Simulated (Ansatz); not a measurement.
# Al: what the fields show

```
CELL_PARAMETERS angstrom
-4.25443 -2.45629 0.00000
-1.41814 2.45629 0.00000
0.35439 0.20461 -18.64430
ATOMIC_POSITIONS crystal
Al 0.48438 0.50000 0.81250
Al 0.98438 0.00000 0.81250
Al 0.44273 0.50000 0.31250
Al 0.94273 0.00000 0.31250
Al 0.26565 0.00000 0.18750
Al 0.76565 0.50000 0.18750
Al 0.30730 0.00000 0.68750
Al 0.80730 0.50000 0.68750
Al 0.42191 0.50000 0.06250
Al 0.92191 0.00000 0.06250
Al 0.46356 0.50000 0.56250
Al 0.96356 0.00000 0.56250
Al 0.16146 0.50000 0.93750
Al 0.66146 0.00000 0.93750
Al 0.11981 0.50000 0.43750
Al 0.61981 0.00000 0.43750
```

Space group Cm; a structure from a database of computed crystals, not necessarily the ambient phase; not relaxed (largest force 0.4 eV/Å).

All numbers below come from DFT PBEsol, scalar-relativistic, plane waves, PAW (Ansatz).

Core electrons are frozen (PAW), and the valence fields are smoothed inside the atomic spheres.

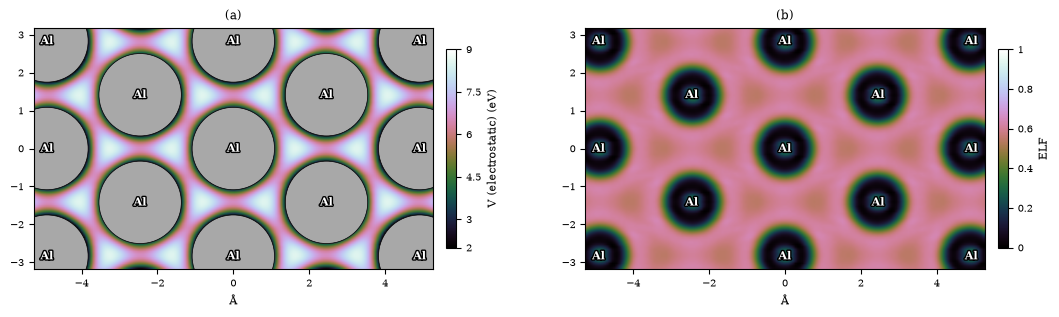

Figure 1. (a) electrostatic potential energy of an electron; (b) ELF on the (001) plane of the conventional cell. Grey discs cover the atomic cores in the potential map.

### Describe what can be read from this map.

The plane passes through Al nuclei.
Al–Al (2.84 Å): the ELF peaks at about 0.65 between the atoms.
Outside the cores the potential energy rises away from the atoms and is highest about 1.6 Å from the nearest atoms; its zero is arbitrary.

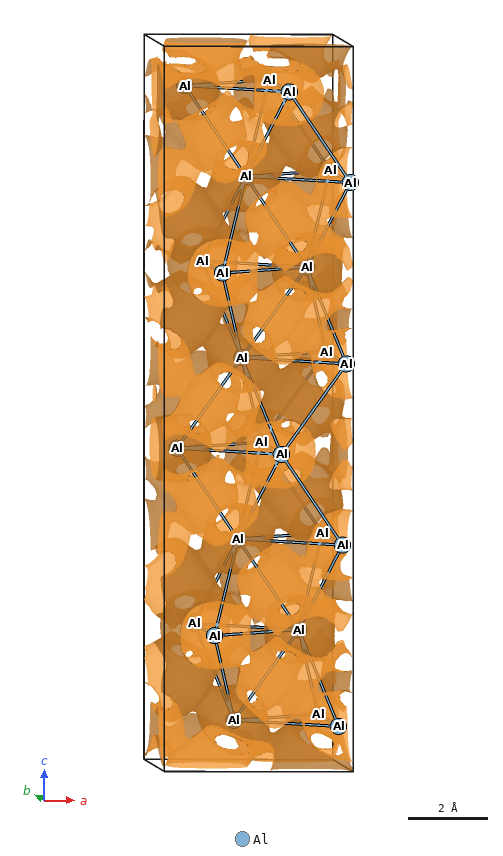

Figure 2. Isosurface of the electron localisation function at 0.55 (orange), seen slightly off an axis. Core shells and regions of very low density are left out. Sticks mark near contacts.

### What do the ELF domains correspond to?

At this value the surface marks out one network that runs through the whole crystal, counted in one cell of 16 atoms. Regions shared between cells count once. There are no localised bonds or lone pairs at this value. Profiles from the grid: Al–Al (2.63 Å): the ELF peaks at about 0.75 between the atoms.

### Does the calculation give a band gap?

It is metallic or semimetallic at this level of theory: no gap opens.
